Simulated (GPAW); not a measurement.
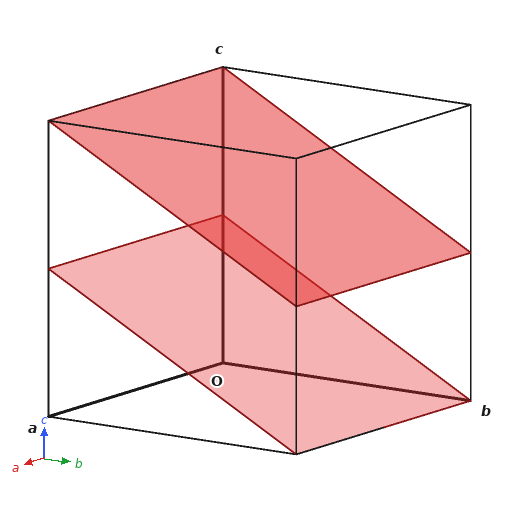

Crystal: Si, a cell listed in the Materials Project, as set up for an electronic-structure calculation. Every member of one family of equally spaced planes, hx + ky + lz = a whole number, that cuts the unit cell is shaded (one member passes through the origin O, touching the cell only at an edge or corner). All values are computed from the atomic coordinates in the standard setting (tolerance 0.002 Å).

a = 6.672 Å, b = 6.672 Å, c = 6.672 Å, α = 90.00°, β = 90.00°, γ = 90.00°.

What are the Miller indices?

Answer. (0 1 2); the opposite sign names the same planes. The member next to the origin meets the axes a never, b at 1, c at 1/2.

What is the spacing?

Answer. d = 2.984 Å.
